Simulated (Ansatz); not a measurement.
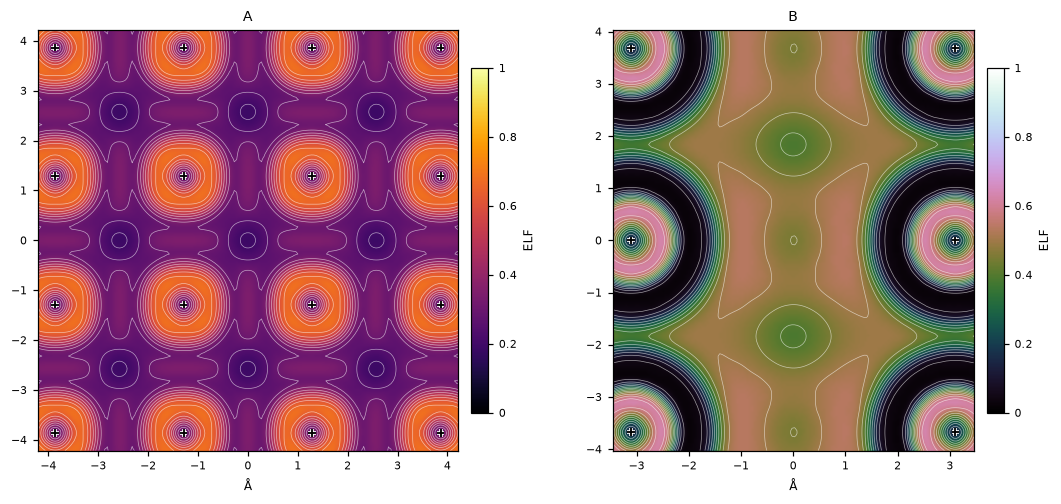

The ELF of 2 systems, each on a plane through atoms (crosses mark nuclei in the plane).

The calculation used DFT, PBEsol, plane waves (420 eV) with PAW, scalar-relativistic in Ansatz 0.2.0.

System 1: Ir, the (100) plane of the conventional cell. Space group Pm-3m; set up as Ir, simple cubic; a generated structure, not necessarily the stable one; changed on purpose from its base cell (volume × 1.04); computed pressure about −10 GPa in this cell; computed without spin polarisation.

```
Ir
1.0
     2.57605    0.00000    0.00000
     0.00000    2.57605    0.00000
     0.00000    0.00000    2.57605
Ir
1
Cartesian
  0.0000 0.0000 0.0000
```

System 2: Na, the (100) plane of the conventional cell. Space group P6/mmm; set up as Na, omega (AlB2-type); a generated structure, not necessarily the stable one; changed on purpose from its base cell (volume × 1.12); computed without spin polarisation.

```
CELL_PARAMETERS angstrom
6.21646 0.00000 0.00000
-3.10823 5.38361 0.00000
0.00000 0.00000 3.67656
ATOMIC_POSITIONS crystal
Na 0.00000 0.00000 0.00000
Na 0.33333 0.66667 0.50000
Na 0.66667 0.33333 0.50000
```

Q: Which map belongs to which system?

A: Panel A is system 1, Ir: the plane holds Ir. Ir–Ir (2.58 Å): the ELF is about 0.35 at the midpoint. Panel B is system 2, Na: the plane holds Na. Na–Na (3.68 Å): the ELF is about 0.35 at the midpoint.
